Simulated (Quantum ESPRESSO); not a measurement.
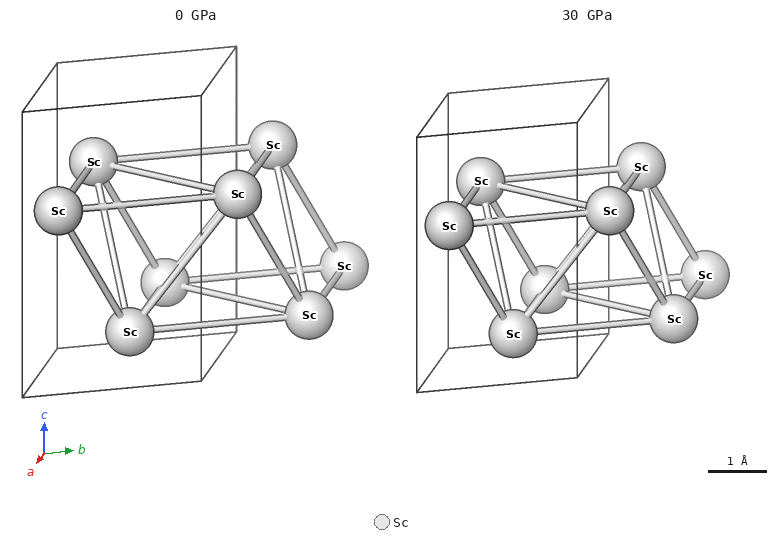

Crystalline Sc (set up in P6_3/mmc), relaxed (cell and atoms) at several target pressures. The picture shows the first and the last member. Style: ball-and-stick. Shown: the cell of the calculation, repeated 2 × 2 × 1 with one cell outlined, slightly off an axis.

Computed with Quantum ESPRESSO 7.5: PBE, SSSP 1.3 efficiency PBE. Set-up: plane-wave cutoff 938.8 eV; k-point mesh 9 × 9 × 5; occupations fermi-dirac; smearing width 0.05 eV; no spin polarisation.

```csv
pressure (GPa),volume (Å³/atom),a (Å),c (Å)
0,24.690,3.319,5.176
2,23.847,3.282,5.112
5,?,?,?
10,21.349,3.168,4.911
20,19.261,3.063,4.741
30,17.690,2.972,4.626
```

> Estimate the missing row from the others, and compare with the calculation.

Murnaghan's form V = V₀(1 + B′P/B₀)^(−1/B′), with V₀ = 24.690 Å³ from the row at zero pressure, fits the other rows with B₀ = 56.8 GPa and B′ = 2.60 (largest miss 0.032 Å³). At 5 GPa it gives 24.690 × (1 + 2.60 × 5/56.8)^(−1/2.60) = 22.808 Å³ per atom. The calculation gives 22.776 Å³/atom (a = 3.235 Å, c = 5.027 Å). The estimate is 0.032 Å³/atom too high. From the first member to the last: Sc–Sc 3.319 → 2.972 Å, Sc–Sc 3.220 → 2.880 Å.

The whole series:

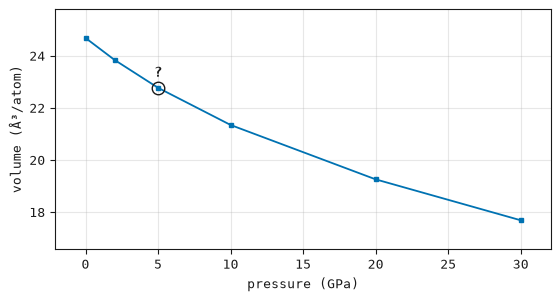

Each member starts from this one structure; whether another phase lies lower wasn't checked.
